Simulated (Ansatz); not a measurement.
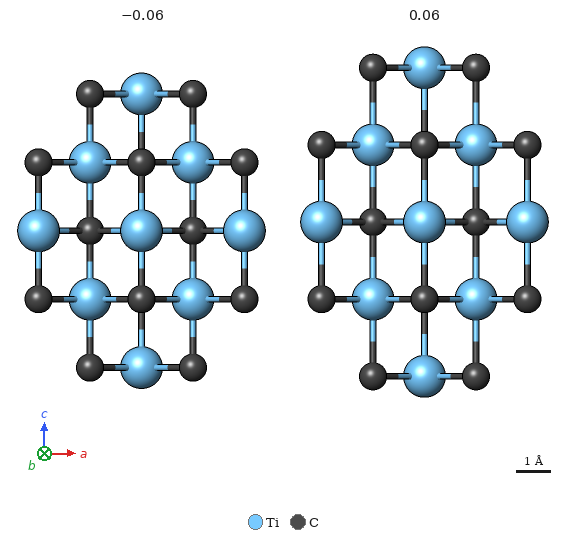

A crystal of TiC (set up in Fm-3m), under strain along c alone (the other axes held, atoms fixed by symmetry), with energies (extrapolated to zero smearing) counted from the relaxed crystal, which is the row at zero; the cubic crystal is set up in a tetragonal cell with a = a(cubic)/√2 and c = a(cubic). The picture shows the first and the last member. Style: ball-and-stick. Shown: the cell of the calculation, along the b axis.

Computed with Ansatz 0.2.0: DFT r2SCAN, scalar-relativistic, plane waves, PAW. Set-up: plane-wave cutoff 500 eV; k-point mesh 18 × 18 × 12; occupations gaussian; smearing width 0.1 eV; no spin polarisation.

```json
{"strain": "−0.06", "energy (meV/atom)": "75.03", "a (Å)": "3.060", "c (Å)": "4.068"}
{"strain": "−0.04", "energy (meV/atom)": "30.79", "a (Å)": "3.060", "c (Å)": "4.155"}
{"strain": "−0.02", "energy (meV/atom)": "7.05", "a (Å)": "3.060", "c (Å)": "4.241"}
{"strain": "0.0", "energy (meV/atom)": "0.00", "a (Å)": "3.060", "c (Å)": "4.328"}
{"strain": "0.02", "energy (meV/atom)": "?", "a (Å)": "?", "c (Å)": "?"}
{"strain": "0.04", "energy (meV/atom)": "23.03", "a (Å)": "3.060", "c (Å)": "4.501"}
{"strain": "0.06", "energy (meV/atom)": "48.07", "a (Å)": "3.060", "c (Å)": "4.587"}
```

Estimate the missing row from the others, and compare with the calculation.

A parabola through three neighbouring rows (0.0, 0.04, 0.06) gives, with Lagrange weights, (0.3333)(0.00) + (1.0000)(23.03) + (−0.3333)(48.07) = 7.01 meV/atom. The calculation gives 6.29 meV/atom (a = 3.060 Å, c = 4.414 Å). The estimate is 0.72 meV/atom too high. From the first member to the last: C–Ti 2.034 → 2.294 Å, Ti–Ti 2.970 → 3.153 Å.

The whole series:

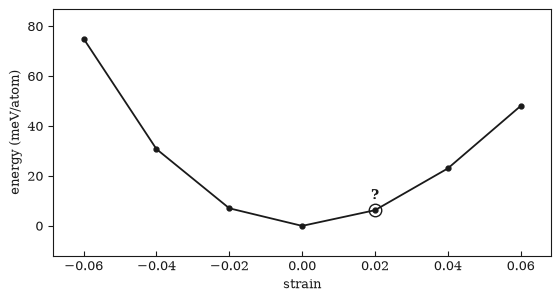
